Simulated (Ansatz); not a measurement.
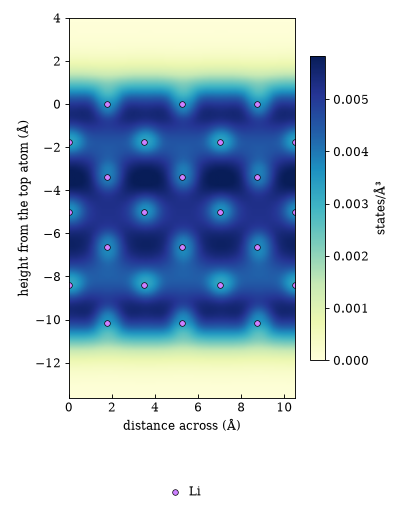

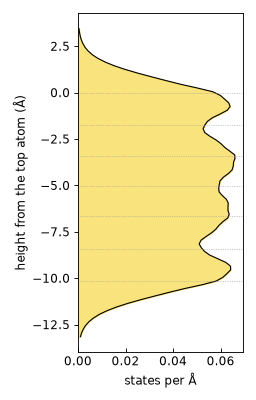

Density of all states between −0.50 and −0.25 eV (zero: the Fermi level) of Li(100) (Im-3m bulk, 7 atomic planes (those closer than 0.6 Å count as one), 10 Å): side view, averaged along the second cell vector, and the full density summed over planes, the part near the nuclei included (dotted lines mark the atomic planes).

The first picture shows the smooth PAW orbitals' density alone; the shares below count all of it.

The calculation used DFT PBE, scalar-relativistic, plane waves, PAW in Ansatz. Cutoff 420 eV, 30 × 30 k-points, Gaussian smearing 0.1 eV, dipole correction. The slab is a cut without reconstruction beyond its cell, at the source's lattice constants, with its lower half held fixed and the rest relaxed. Relaxation changes the spacing of inner planes by up to 8 %, all the same way; the held half keeps the source's spacing. No spin polarisation. The run couldn't confirm all of its levels under its output density. The run warns that the functional's potential is rough in the thin density of the vacuum, where the tip is; weak contrasts and barriers may feel it.

Input file:

```yaml
crystal:
  lattice:
    - [3.5, 0.0, 0.0]
    - [0.0, 3.5, 0.0]
    - [0.0, 0.0, 30.50000021]
  atoms:
    - { symbol: Li, position: [0.5, 0.5, 0.3278688502] }
    - { symbol: Li, position: [0.0, 0.0, 0.3852459001] }
    - { symbol: Li, position: [0.5, 0.5, 0.4426229501] }
    - { symbol: Li, position: [0.0, 0.0, 0.4965713826] }
    - { symbol: Li, position: [0.5, 0.5, 0.5491149086] }
    - { symbol: Li, position: [0.0, 0.0, 0.6031893915] }
    - { symbol: Li, position: [0.5, 0.5, 0.6608630521] }
basis:
  ecutwfc: 420
  fft_grid_basis: typed
kpoints:
  mp_grid: { grid: [30, 30, 1] }
hamiltonian:
  xc: pbe
scf:
  occupations: { method: gaussian, width: 0.1 }
output:
  forces: true
  eigenvalues: true
  band_densities:
    - { e_range: [-2.0, -1.0] }
    - { e_range: [-1.0, -0.5] }
    - { e_range: [-0.5, -0.25] }
    - { e_range: [-0.25, 0.0] }
    - { e_range: [0.0, 0.25] }
    - { e_range: [0.25, 0.5] }
    - { e_range: [0.5, 1.0] }
    - { e_range: [1.0, 1.5] }
  band_residual_tolerance: 1.0e-05
  write_potential: true
  elf: true
  write_density: true
  volumetric_format: npy
efield:
  axis: 3
  dipole_correction: true
  ramp_width: 0.04
checkpoint:
  read: start.run
  write: ck
  compress: false
  write_wavefunctions: false
  write_every: 100000
```

Run with:

```sh
ansatz run input.yaml --threads 4 --pin off --max-ram 5898MiB --backend cpu --events-out ev --progress --plain --runs-dir out
```

Run time of this step alone (it restarts from the relaxed density): 38 s on 4 threads of Intel(R) Xeon(R) Platinum 8488C (Sapphire Rapids), with other jobs on the host, peak memory 1.1 GiB.

Question: Where in the slab do these states sit?

Answer: The window holds 0.73 states per cell. Shares by plane (space cut midway between planes), top to bottom: Li 16 %, Li 13 %, Li 15 %, Li 13 %, Li 14 %, Li 13 %, Li 16 %; the outer planes' shares include the vacuum, and density in a gap between layers is shared out between the planes on either side. The states spread through the slab.
